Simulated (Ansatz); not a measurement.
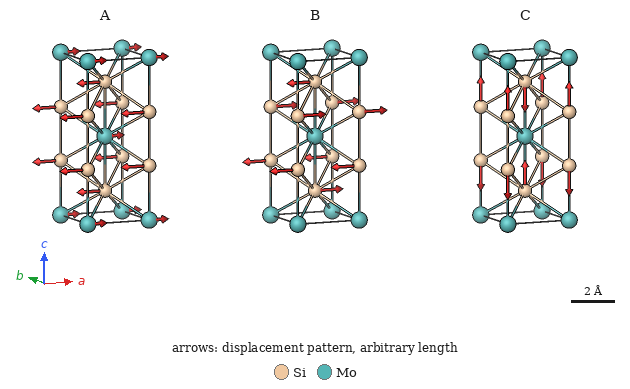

Three optical modes of crystalline Si2Mo relaxed at 3 GPa at the zone centre, in no order (one member of each degenerate set). Displacements are drawn as red arrows; their common scale and sign are arbitrary. Style: ball-and-stick. Shown: the conventional cell (2 times the calculation's cell), slightly off an axis. Lengths and directions refer to the drawn axes.

Method: DFT LDA, scalar-relativistic, plane waves, PAW in Ansatz 0.2.0. Set-up: plane-wave cutoff 420 eV; k-point mesh 18 × 18 × 18; occupations fermi dirac; smearing width 0.15 eV; target pressure 3 GPa; no spin polarisation.

The frequencies depend somewhat on the k-mesh and the smearing.

**Order them from the lowest to the highest frequency (imaginary ones first).**

A (287 cm⁻¹), B (341 cm⁻¹), C (445 cm⁻¹). A, E_u: The Si sublattice moves against the Mo sublattice, along a; the kinetic energy is shared as Si 63 %, Mo 37 %. B, E_g: The Mo atoms stay at rest; all motion is along a; atoms of one kind move against one another, with no net shift of their sublattice. C, A₁g: The Mo atoms stay at rest; all motion is along c; atoms of one kind move against one another, with no net shift of their sublattice; it stretches the shortest Si–Si bonds (2.56 Å). The crystal is metallic in this run.
